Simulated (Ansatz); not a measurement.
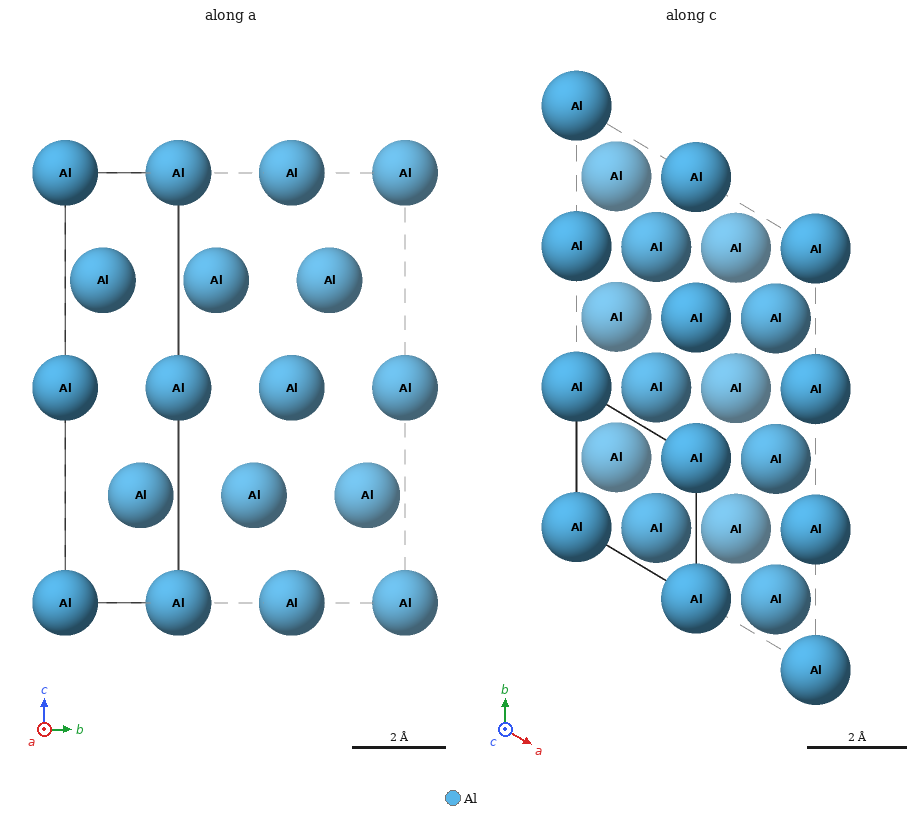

An orthographic spheres-only view of the structure, along the a axis and along the c axis. The drawing covers 2×3×1 cells, and the solid lines enclose one unit cell.

Al, a = 2.84 Å, b = 2.86 Å, c = 9.32 Å, α = 90.00°, β = 90.00°, γ = 120.86°.

All computed values are from Ansatz, DFT PBEsol, scalar-relativistic, plane waves, PAW. Settings: a 420 eV plane-wave basis, an 18×18×6 mesh of k-points, Gaussian smearing of 0.15 eV, no spin polarisation.

Predict the gap.

Answer. A metal: bands cross the Fermi level.

What is the pressure at this volume?

Answer. The computed pressure is 0.0 GPa, close to zero. The stress isn't hydrostatic: its largest component is 0.7 GPa.

It goes back to a structure listed in the Materials Project. The cell was then strained or its atoms displaced on purpose. It was the input of a calculation with Ansatz.
